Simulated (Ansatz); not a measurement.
# Run report: C9H, geometry relaxation (part 1 of 3)

C9H (slab, 10 atoms in the cell), computed with DFT PBE+D3(BJ), scalar-relativistic, plane waves, PAW, no spin polarisation (Ansatz 0.2.0).

The structure derives from an entry of the Crystallography Open Database. The input holds or restrains some coordinates. Forces given for the steps count only the free coordinates. It belongs to a series of runs on one base structure; here: CH put at a bridge C-C site.

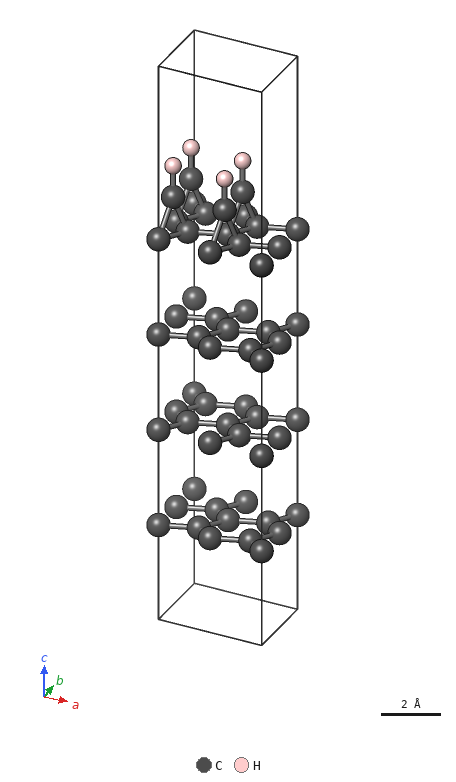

The starting structure (ball-and-stick view of the 2 × 2 repeat of the cell, with the vacuum cut short, seen slightly off an axis). An atom can appear more than once, as a periodic image.

The input
```yaml
crystal:
  lattice:
    - [2.4649796696, 0.0, 0.0]
    - [-1.2324898348, 2.1347350137, 0.0]
    - [0.0, 0.0, 30.2076501055]
  atoms:
    - { symbol: C, position: [0.0, 0.0, 0.2813856823] }
    - { symbol: C, position: [0.6666666667, 0.3333333333, 0.2813856745] }
    - { symbol: C, position: [0.0, 0.0, 0.3929208932] }
    - { symbol: C, position: [0.3333333333, 0.6666666667, 0.3929208853] }
    - { symbol: C, position: [0.0, 0.0, 0.504456104] }
    - { symbol: C, position: [0.6666666667, 0.3333333333, 0.5044560961] }
    - { symbol: C, position: [0.0, 0.0, 0.6159913148] }
    - { symbol: C, position: [0.3333333333, 0.6666666667, 0.615991307] }
    - { symbol: C, position: [0.1666666667, 0.3333333333, 0.6610130228] }
    - { symbol: H, position: [0.1666666667, 0.3333333333, 0.6974276395] }
basis:
  ecutwfc: 420
kpoints:
  mp_grid: { grid: [12, 12, 1] }
hamiltonian:
  xc: pbe
  dispersion: d3bj
scf:
  occupations: { method: gaussian, width: 0.1 }
output:
  forces: true
  eigenvalues: true
  write_density: true
  write_potential: true
  elf: true
  volumetric_format: npy
relax:
  adjacent_minimum: "off"
  f_tol: 0.03
  max_steps: 70
  constraints: [{ sites: [0, 1, 2, 3] }]
efield:
  axis: 3
  dipole_correction: true
  ramp_width: 0.04
```

Run on 2 threads of AMD EPYC (Zen 3), 32 GiB of memory available, shared host.

Launch command:
```bash
ansatz run input.yaml --threads 2 --pin off --max-ram 5120MiB --backend cpu --events-out ev --progress --plain --runs-dir out
```

Output
```
Engine: ansatz 0.2.0, x86_64-unknown-linux-gnu
Pseudopotentials: kind: paw
Pseudopotential: C, paw, valence charge 4, recommended cutoff 420 eV (normal), C.paw.azcp
Pseudopotential: H, paw, valence charge 1, recommended cutoff 420 eV (normal), H.paw.azcp
Functional definition: PBE
  parameter kappa = 0.804
  parameter beta = 0.06672455060314922
  exchange = pbe_x(kappa = kappa, mu = beta*pi^2/3)
  correlation = pbe_c(beta = beta)
Crystal: 10 atoms, lattice volume = 158.955 Å³
Basis set: ecut = 420 eV, 2999 PW (Γ), exchange–correlation on 36×36×432 points (8 copies of the dense FFT grid, shifted against one another)
Bands: 29, of which v1, the nominal top of the filled ones, is band 19 counted from 1 (18 counted from 0)
Symmetry: 2 space group operations
Space group: Cm (ITA 8), of the structure as read, at distance tolerance 5.4e-5 Å
k-points: 43 of 144 (time reversal used)
Non-local potential: C, projectors of the file, l = 0: 2, l = 1: 2, l = 2: 1
Non-local potential: H, projectors of the file, l = 0: 2, l = 1: 1
PAW form: soft (Blöchl's): semilocal exchange-correlation on the pseudo side does not see the compensation charge
PAW one-centre angular grid: C, 110 points (default); XC on 64 Gauss nodes
PAW one-centre angular grid: H, 110 points (default); XC on 64 Gauss nodes
Initial density: superposition of atomic densities (neutral atoms: chi_scale 0, normalization atom), corrected by the library's trained network
Initial wavefunctions: pseudopotential atomic-orbital guess
Functional: x = pbe(κ = 0.804, μ = 0.2195149727645171), c = pbe(β = 0.06672455060314922)
SCF iter   1: F=—  HF=-2270.062318 eV  |F-HF|=—  |Δ(HF+E_count)|=         —  Δρ=1.02e-2  dr2=4.26e-1  ethr=1.77e-3  p=0.028 e·Å  D=3.20e-2 V/Å  ΔV_dip=-0.97 eV  dr2_dipole=2.28e-1  V_vac-E_F(+/−)=2.90/3.87 eV  ⟨swp⟩=8.7  Hψ=7407  notcnv=0  defer=26
efield: sawtooth ramp at fractional position 0.9694 (placed from the atoms, in the widest stretch of the axis that holds none; the zero of the levels goes with the place), width 0.0400; the density the first Hamiltonian is built on has a dipole p = 0.028 e·Å; the dipole correction subtracts the counter field D = 3.20e-2 V/Å, which shifts the + side's vacuum level by -0.97 eV against the − side's; the planar-averaged density in the ramp window peaks in size at 1.8e-5 e/Å³
preconditioner: auto → LDOS  [metal: Δε(μ)=0.027 eV  Ē_g=15.234 eV  σ=0.100 eV  W_gap=0.15  n_scr=20 (ndim 8)  ℏωp=17.9 eV  f_vac=0.493  D(μ)=1.11/eV (n_scr^D=10)  β→1.0]
SCF iter   2: F=—  HF=-2270.362951 eV  |F-HF|=—  |Δ(HF+E_count)|=   3.01e-1  Δρ=1.16e-2  dr2=1.06e1  ethr=1.15e-3  p=0.174 e·Å  D=1.99e-1 V/Å  ΔV_dip=-6.00 eV  dr2_dipole=1.01e1  V_vac-E_F(+/−)=0.16/6.16 eV  ⟨swp⟩=4.0  Hψ=2610  notcnv=0  defer=217  recentre
SCF iter   3: F=—  HF=-2270.024733 eV  |F-HF|=—  |Δ(HF+E_count)|=   3.38e-1  Δρ=6.93e-3  dr2=2.34e-1  ethr=1.15e-3  p=0.031 e·Å  D=3.53e-2 V/Å  ΔV_dip=-1.07 eV  dr2_dipole=1.44e-1  V_vac-E_F(+/−)=2.82/3.88 eV  ⟨swp⟩=3.1  Hψ=2470  notcnv=0  defer=159
SCF iter   4: F=—  HF=-2269.987994 eV  |F-HF|=—  |Δ(HF+E_count)|=   3.67e-2  Δρ=2.59e-3  dr2=3.08e-2  ethr=6.33e-4  p=0.069 e·Å  D=7.88e-2 V/Å  ΔV_dip=-2.38 eV  dr2_dipole=1.23e-3  V_vac-E_F(+/−)=1.94/4.32 eV  ⟨swp⟩=2.7  Hψ=1881  notcnv=0  defer=178
SCF iter   5: F=—  HF=-2269.987377 eV  |F-HF|=—  |Δ(HF+E_count)|=   6.17e-4  Δρ=1.07e-3  dr2=8.64e-3  ethr=8.32e-5  p=0.061 e·Å  D=6.93e-2 V/Å  ΔV_dip=-2.09 eV  dr2_dipole=5.44e-4  V_vac-E_F(+/−)=2.18/4.28 eV  ⟨swp⟩=2.1  Hψ=1360  notcnv=0  defer=176
SCF iter   6: F=—  HF=-2269.987757 eV  |F-HF|=—  |Δ(HF+E_count)|=   3.80e-4  Δρ=6.81e-4  dr2=1.53e-2  ethr=2.34e-5  p=0.053 e·Å  D=5.99e-2 V/Å  ΔV_dip=-1.81 eV  dr2_dipole=1.50e-2  V_vac-E_F(+/−)=2.40/4.21 eV  ⟨swp⟩=2.2  Hψ=1643  notcnv=0  defer=177
SCF iter   7: F=—  HF=-2269.987162 eV  |F-HF|=—  |Δ(HF+E_count)|=   5.95e-4  Δρ=3.64e-4  dr2=1.23e-3  ethr=2.34e-5  p=0.057 e·Å  D=6.51e-2 V/Å  ΔV_dip=-1.97 eV  dr2_dipole=5.55e-5  V_vac-E_F(+/−)=2.32/4.29 eV  ⟨swp⟩=1.4  Hψ=1156  notcnv=0  defer=176
SCF iter   8: F=—  HF=-2269.987127 eV  |F-HF|=—  |Δ(HF+E_count)|=   3.42e-5  Δρ=1.95e-4  dr2=1.14e-3  ethr=3.34e-6  p=0.059 e·Å  D=6.75e-2 V/Å  ΔV_dip=-2.04 eV  dr2_dipole=8.65e-4  V_vac-E_F(+/−)=2.26/4.30 eV  ⟨swp⟩=1.5  Hψ=1580  notcnv=0  defer=170
SCF iter   9: F=—  HF=-2269.987100 eV  |F-HF|=—  |Δ(HF+E_count)|=   2.71e-5  Δρ=8.19e-5  dr2=3.84e-5  ethr=3.07e-6  p=0.059 e·Å  D=6.71e-2 V/Å  ΔV_dip=-2.03 eV  dr2_dipole=2.85e-5  V_vac-E_F(+/−)=2.25/4.28 eV  ⟨swp⟩=1.0  Hψ=1051  notcnv=0  defer=170
SCF iter  10: F=—  HF=-2269.987108 eV  |F-HF|=—  |Δ(HF+E_count)|=   7.88e-6  Δρ=5.75e-5  dr2=7.17e-5  ethr=6.08e-8  p=0.060 e·Å  D=6.79e-2 V/Å  ΔV_dip=-2.05 eV  dr2_dipole=4.06e-5  V_vac-E_F(+/−)=2.23/4.28 eV  ⟨swp⟩=26.6  Hψ=13160  notcnv=0
SCF iter  11: F=-2269.987067 eV  HF=-2269.987107 eV  |F-HF|=3.98e-5  |Δ(HF+E_count)|=   1.57e-6  Δρ=3.28e-5  dr2=2.17e-5  ethr=6.08e-8  p=0.059 e·Å  D=6.76e-2 V/Å  ΔV_dip=-2.04 eV  dr2_dipole=2.12e-5  V_vac-E_F(+/−)=2.24/4.28 eV  ⟨swp⟩=15.5  Hψ=10541  notcnv=0
SCF 1 converged in 11 iterations: F = -2269.987067 eV  dr2 = 2.17e-5
  greatest PAW one-centre occupation: 0.675 electrons in one spin orbital (limit 2), on the C atom at site 6 (counted from 0), in its partial waves of l = 0
relax step   1: F+E_penalty+E_count = -2269.98706683 eV  Δ(F+E_penalty+E_count) = +0.000e0 eV  max|allowed force component| = 1.344e0 eV/Å  Δτ_max = 0.0000 Å  (11 SCF iters, dr2 threshold 2.25e-5 eV, accepted)
Initial density: handed on by an earlier stage of this run
Initial wavefunctions: those handed on with the density
SCF iter   1: F=—  HF=-2270.332879 eV  |F-HF|=—  |Δ(HF+E_count)|=         —  Δρ=2.69e-2  dr2=1.27e0  ethr=3.10e-3  p=0.059 e·Å  D=6.76e-2 V/Å  ΔV_dip=-2.04 eV  dr2_dipole=4.37e-2  V_vac-E_F(+/−)=2.39/4.43 eV  ⟨swp⟩=4.4  Hψ=4986  notcnv=0  defer=90
efield: sawtooth ramp at fractional position 0.9694 (handed on by an earlier solve), width 0.0400; the density the first Hamiltonian is built on has a dipole p = 0.059 e·Å; the dipole correction subtracts the counter field D = 6.76e-2 V/Å, which shifts the + side's vacuum level by -2.04 eV against the − side's; the planar-averaged density in the ramp window peaks in size at 1.5e-6 e/Å³
preconditioner: auto → LDOS  [insulator: Δε(μ)=0.159 eV  Ē_g=15.094 eV  σ=0.100 eV  W_gap=0.73  n_scr=20 (ndim 8)  ℏωp=17.9 eV  f_vac=0.503  D(μ)=0.67/eV (n_scr^D=8)  ε∞_Penn≈2.4  β→1.0]
SCF iter   2: F=—  HF=-2270.750030 eV  |F-HF|=—  |Δ(HF+E_count)|=   4.17e-1  Δρ=1.91e-2  dr2=4.66e0  ethr=3.10e-3  p=0.117 e·Å  D=1.33e-1 V/Å  ΔV_dip=-4.03 eV  dr2_dipole=2.61e-1  V_vac-E_F(+/−)=0.12/4.15 eV  ⟨swp⟩=3.2  Hψ=2755  notcnv=0  defer=206  recentre
SCF iter   3: F=—  HF=-2270.077022 eV  |F-HF|=—  |Δ(HF+E_count)|=   6.73e-1  Δρ=8.80e-3  dr2=8.55e-2  ethr=3.10e-3  p=0.071 e·Å  D=8.04e-2 V/Å  ΔV_dip=-2.43 eV  dr2_dipole=9.71e-4  V_vac-E_F(+/−)=1.89/4.32 eV  ⟨swp⟩=3.1  Hψ=2776  notcnv=0  defer=177
SCF iter   4: F=—  HF=-2270.080130 eV  |F-HF|=—  |Δ(HF+E_count)|=   3.11e-3  Δρ=2.94e-3  dr2=1.26e-1  ethr=2.31e-4  p=0.072 e·Å  D=8.21e-2 V/Å  ΔV_dip=-2.48 eV  dr2_dipole=1.72e-2  V_vac-E_F(+/−)=1.70/4.18 eV  ⟨swp⟩=2.4  Hψ=2102  notcnv=0  defer=197
SCF iter   5: F=—  HF=-2270.060932 eV  |F-HF|=—  |Δ(HF+E_count)|=   1.92e-2  Δρ=9.13e-4  dr2=9.34e-3  ethr=2.31e-4  p=0.076 e·Å  D=8.65e-2 V/Å  ΔV_dip=-2.61 eV  dr2_dipole=3.07e-4  V_vac-E_F(+/−)=1.68/4.29 eV  ⟨swp⟩=2.1  Hψ=1825  notcnv=0  defer=199
SCF iter   6: F=—  HF=-2270.059397 eV  |F-HF|=—  |Δ(HF+E_count)|=   1.53e-3  Δρ=3.20e-4  dr2=1.73e-3  ethr=2.53e-5  p=0.075 e·Å  D=8.57e-2 V/Å  ΔV_dip=-2.59 eV  dr2_dipole=3.44e-4  V_vac-E_F(+/−)=1.68/4.27 eV  ⟨swp⟩=2.0  Hψ=1494  notcnv=0  defer=196
SCF iter   7: F=—  HF=-2270.059322 eV  |F-HF|=—  |Δ(HF+E_count)|=   7.49e-5  Δρ=1.41e-4  dr2=1.75e-4  ethr=4.69e-6  p=0.075 e·Å  D=8.55e-2 V/Å  ΔV_dip=-2.58 eV  dr2_dipole=1.22e-7  V_vac-E_F(+/−)=1.69/4.27 eV  ⟨swp⟩=1.2  Hψ=1063  notcnv=0  defer=196
SCF iter   8: F=-2270.059306 eV  HF=-2270.059313 eV  |F-HF|=7.10e-6  |Δ(HF+E_count)|=   9.40e-6  Δρ=5.69e-5  dr2=1.33e-5  ethr=2.70e-7  p=0.075 e·Å  D=8.52e-2 V/Å  ΔV_dip=-2.57 eV  dr2_dipole=1.01e-6  V_vac-E_F(+/−)=1.70/4.27 eV  ⟨swp⟩=24.8  Hψ=13682  notcnv=0
SCF 2 converged in 8 iterations: F = -2270.059306 eV  dr2 = 1.33e-5
[... from here on the iterations of each SCF are left out, up to the last one ...]
relax step   2: F+E_penalty+E_count = -2270.05930595 eV  Δ(F+E_penalty+E_count) = -7.224e-2 eV  max|allowed force component| = 1.266e0 eV/Å  Δτ_max = 0.1950 Å  (8 SCF iters, dr2 threshold 1.00e-4 eV, accepted)
efield: sawtooth ramp at fractional position 0.9694 (handed on by an earlier solve), width 0.0400; the density the first Hamiltonian is built on has a dipole p = 0.075 e·Å; the dipole correction subtracts the counter field D = 8.52e-2 V/Å, which shifts the + side's vacuum level by -2.57 eV against the − side's; the planar-averaged density in the ramp window peaks in size at 2.6e-6 e/Å³
preconditioner: auto → LDOS  [metal: Δε(μ)=0.001 eV  Ē_g=15.146 eV  σ=0.100 eV  W_gap=0.01  n_scr=20 (ndim 8)  ℏωp=17.9 eV  f_vac=0.504  D(μ)=1.05/eV (n_scr^D=10)  β→1.0]
SCF 3 converged in 14 iterations: F = -2270.122862 eV  dr2 = 5.36e-5
relax step   3: F+E_penalty+E_count = -2270.12286203 eV  Δ(F+E_penalty+E_count) = -6.356e-2 eV  max|allowed force component| = 6.279e-1 eV/Å  Δτ_max = 0.1403 Å  (14 SCF iters, dr2 threshold 1.00e-4 eV, accepted)
efield: sawtooth ramp at fractional position 0.9694 (handed on by an earlier solve), width 0.0400; the density the first Hamiltonian is built on has a dipole p = 0.085 e·Å; the dipole correction subtracts the counter field D = 9.72e-2 V/Å, which shifts the + side's vacuum level by -2.94 eV against the − side's; the planar-averaged density in the ramp window peaks in size at 3.2e-6 e/Å³
preconditioner: auto → LDOS  [metal: Δε(μ)=0.021 eV  Ē_g=15.033 eV  σ=0.100 eV  W_gap=0.12  n_scr=20 (ndim 8)  ℏωp=17.9 eV  f_vac=0.502  D(μ)=1.65/eV (n_scr^D=12)  β→1.0]
SCF 4 converged in 5 iterations: F = -2270.128762 eV  dr2 = 6.23e-5
relax step   4: F+E_penalty+E_count = -2270.12876239 eV  Δ(F+E_penalty+E_count) = -5.900e-3 eV  max|allowed force component| = 2.337e-1 eV/Å  Δτ_max = 0.0509 Å  (5 SCF iters, dr2 threshold 9.70e-5 eV, accepted)
efield: sawtooth ramp at fractional position 0.9694 (handed on by an earlier solve), width 0.0400; the density the first Hamiltonian is built on has a dipole p = 0.086 e·Å; the dipole correction subtracts the counter field D = 9.84e-2 V/Å, which shifts the + side's vacuum level by -2.97 eV against the − side's; the planar-averaged density in the ramp window peaks in size at 3.5e-6 e/Å³
preconditioner: auto → LDOS  [metal: Δε(μ)=0.013 eV  Ē_g=15.041 eV  σ=0.100 eV  W_gap=0.07  n_scr=20 (ndim 8)  ℏωp=17.9 eV  f_vac=0.504  D(μ)=1.70/eV (n_scr^D=12)  β→1.0]
SCF 5 converged in 8 iterations: F = -2270.130143 eV  dr2 = 2.55e-7
relax step   5: F+E_penalty+E_count = -2270.13014281 eV  Δ(F+E_penalty+E_count) = -1.380e-3 eV  max|allowed force component| = 4.283e-2 eV/Å  Δτ_max = 0.0398 Å  (8 SCF iters, dr2 threshold 7.57e-6 eV, accepted)
efield: sawtooth ramp at fractional position 0.9694 (handed on by an earlier solve), width 0.0400; the density the first Hamiltonian is built on has a dipole p = 0.086 e·Å; the dipole correction subtracts the counter field D = 9.82e-2 V/Å, which shifts the + side's vacuum level by -2.97 eV against the − side's; the planar-averaged density in the ramp window peaks in size at 2.4e-6 e/Å³
preconditioner: auto → LDOS  [metal: Δε(μ)=0.002 eV  Ē_g=15.042 eV  σ=0.100 eV  W_gap=0.01  n_scr=20 (ndim 8)  ℏωp=17.9 eV  f_vac=0.505  D(μ)=1.69/eV (n_scr^D=12)  β→1.0]
SCF 6 converged in 12 iterations: F = -2270.131091 eV  dr2 = 2.34e-10
relax step   6: F+E_penalty+E_count = -2270.13109148 eV  Δ(F+E_penalty+E_count) = -9.487e-4 eV  max|allowed force component| = 1.333e-1 eV/Å  Δτ_max = 0.0566 Å  (12 SCF iters, accepted)
efield: sawtooth ramp at fractional position 0.9694 (handed on by an earlier solve), width 0.0400; the density the first Hamiltonian is built on has a dipole p = 0.086 e·Å; the dipole correction subtracts the counter field D = 9.77e-2 V/Å, which shifts the + side's vacuum level by -2.95 eV against the − side's; the planar-averaged density in the ramp window peaks in size at 2.5e-6 e/Å³
preconditioner: auto → LDOS  [metal: Δε(μ)=0.014 eV  Ē_g=15.045 eV  σ=0.100 eV  W_gap=0.08  n_scr=20 (ndim 8)  ℏωp=17.9 eV  f_vac=0.506  D(μ)=1.69/eV (n_scr^D=12)  β→1.0]
SCF 7 converged in 11 iterations: F = -2270.131730 eV  dr2 = 4.64e-10
relax step   7: F+E_penalty+E_count = -2270.13172974 eV  Δ(F+E_penalty+E_count) = -6.383e-4 eV  max|allowed force component| = 1.501e-1 eV/Å  Δτ_max = 0.0646 Å  (11 SCF iters, dr2 threshold 1.11e-6 eV, accepted)
efield: sawtooth ramp at fractional position 0.9694 (handed on by an earlier solve), width 0.0400; the density the first Hamiltonian is built on has a dipole p = 0.086 e·Å; the dipole correction subtracts the counter field D = 9.75e-2 V/Å, which shifts the + side's vacuum level by -2.94 eV against the − side's; the planar-averaged density in the ramp window peaks in size at 2.5e-6 e/Å³
preconditioner: auto → LDOS  [metal: Δε(μ)=0.012 eV  Ē_g=15.042 eV  σ=0.100 eV  W_gap=0.07  n_scr=20 (ndim 8)  ℏωp=17.9 eV  f_vac=0.506  D(μ)=1.71/eV (n_scr^D=12)  β→1.0]
SCF 8 converged in 5 iterations: F = -2270.132128 eV  dr2 = 1.87e-5
  greatest PAW one-centre occupation: 0.680 electrons in one spin orbital (limit 2), on the C atom at site 7 (counted from 0), in its partial waves of l = 0
relax step   8: F+E_penalty+E_count = -2270.13212831 eV  Δ(F+E_penalty+E_count) = -3.986e-4 eV  max|allowed force component| = 6.360e-2 eV/Å  Δτ_max = 0.0522 Å  (5 SCF iters, dr2 threshold 2.25e-5 eV, accepted)
SCF iter   1: F=—  HF=-2270.140380 eV  |F-HF|=—  |Δ(HF+E_count)|=         —  Δρ=6.06e-3  dr2=2.70e-2  ethr=7.69e-4  p=0.086 e·Å  D=9.76e-2 V/Å  ΔV_dip=-2.95 eV  dr2_dipole=6.01e-6  V_vac-E_F(+/−)=1.33/4.28 eV  ⟨swp⟩=3.8  Hψ=3375  notcnv=0  defer=180
efield: sawtooth ramp at fractional position 0.9694 (handed on by an earlier solve), width 0.0400; the density the first Hamiltonian is built on has a dipole p = 0.086 e·Å; the dipole correction subtracts the counter field D = 9.76e-2 V/Å, which shifts the + side's vacuum level by -2.95 eV against the − side's; the planar-averaged density in the ramp window peaks in size at 2.6e-6 e/Å³
preconditioner: auto → LDOS  [metal: Δε(μ)=0.007 eV  Ē_g=15.038 eV  σ=0.100 eV  W_gap=0.04  n_scr=20 (ndim 8)  ℏωp=17.9 eV  f_vac=0.506  D(μ)=1.73/eV (n_scr^D=12)  β→1.0]
SCF iter   2: F=—  HF=-2270.133981 eV  |F-HF|=—  |Δ(HF+E_count)|=   6.40e-3  Δρ=1.70e-3  dr2=6.44e-3  ethr=7.30e-5  p=0.085 e·Å  D=9.72e-2 V/Å  ΔV_dip=-2.94 eV  dr2_dipole=1.25e-4  V_vac-E_F(+/−)=1.35/4.28 eV  ⟨swp⟩=2.0  Hψ=2550  notcnv=0  defer=191
SCF iter   3: F=—  HF=-2270.132765 eV  |F-HF|=—  |Δ(HF+E_count)|=   1.22e-3  Δρ=6.14e-4  dr2=2.30e-3  ethr=1.74e-5  p=0.086 e·Å  D=9.77e-2 V/Å  ΔV_dip=-2.95 eV  dr2_dipole=2.00e-6  V_vac-E_F(+/−)=1.33/4.28 eV  ⟨swp⟩=2.1  Hψ=1847  notcnv=0  defer=191
SCF iter   4: F=—  HF=-2270.132177 eV  |F-HF|=—  |Δ(HF+E_count)|=   5.87e-4  Δρ=1.58e-4  dr2=3.39e-5  ethr=6.22e-6  p=0.086 e·Å  D=9.76e-2 V/Å  ΔV_dip=-2.95 eV  dr2_dipole=4.84e-7  V_vac-E_F(+/−)=1.33/4.28 eV  ⟨swp⟩=2.0  Hψ=1434  notcnv=0  defer=191
SCF iter   5: F=—  HF=-2270.132222 eV  |F-HF|=—  |Δ(HF+E_count)|=   4.45e-5  Δρ=7.36e-5  dr2=6.81e-6  ethr=9.17e-8  p=0.086 e·Å  D=9.77e-2 V/Å  ΔV_dip=-2.95 eV  dr2_dipole=1.98e-7  V_vac-E_F(+/−)=1.33/4.28 eV  ⟨swp⟩=2.0  Hψ=1802  notcnv=0  defer=190
SCF iter   6: F=—  HF=-2270.132224 eV  |F-HF|=—  |Δ(HF+E_count)|=   2.66e-6  Δρ=3.88e-5  dr2=2.21e-6  ethr=1.84e-8  p=0.086 e·Å  D=9.77e-2 V/Å  ΔV_dip=-2.95 eV  dr2_dipole=3.15e-8  V_vac-E_F(+/−)=1.33/4.28 eV  ⟨swp⟩=2.0  Hψ=1800  notcnv=0  defer=189
SCF iter   7: F=—  HF=-2270.132225 eV  |F-HF|=—  |Δ(HF+E_count)|=   7.42e-7  Δρ=1.16e-5  dr2=1.38e-7  ethr=5.98e-9  p=0.086 e·Å  D=9.77e-2 V/Å  ΔV_dip=-2.95 eV  dr2_dipole=1.16e-8  V_vac-E_F(+/−)=1.33/4.28 eV  ⟨swp⟩=2.0  Hψ=1752  notcnv=0  defer=189
SCF iter   8: F=-2270.132226 eV  HF=-2270.132226 eV  |F-HF|=1.24e-7  |Δ(HF+E_count)|=   5.21e-7  Δρ=2.81e-6  dr2=1.89e-8  ethr=2.70e-10  p=0.086 e·Å  D=9.77e-2 V/Å  ΔV_dip=-2.95 eV  dr2_dipole=3.65e-9  V_vac-E_F(+/−)=1.33/4.28 eV  ⟨swp⟩=18.8  Hψ=10821  notcnv=0
SCF 9 converged in 8 iterations: F = -2270.132226 eV  dr2 = 1.89e-8
relax step   9: F+E_penalty+E_count = -2270.13222574 eV  Δ(F+E_penalty+E_count) = -9.742e-5 eV  max|allowed force component| = 2.316e-2 eV/Å  Δτ_max = 0.0406 Å  (8 SCF iters, accepted)
```

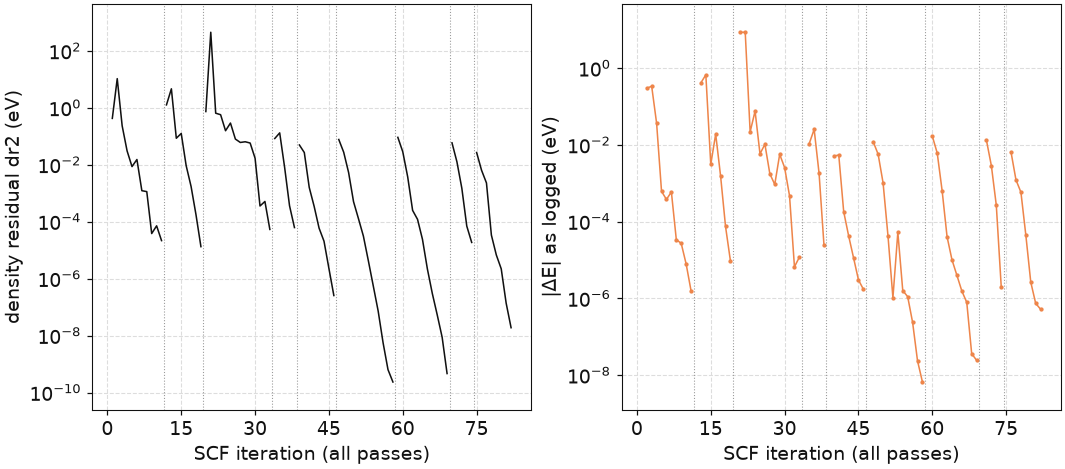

Convergence of the self-consistent field: density residual dr2 and size of the energy change against the SCF iteration. The dotted lines part the SCF passes of the relaxation: geometry steps, rejected trials and re-solves on a re-selected basis. The 9 passes take 5 to 14 iterations each, 82 in all.
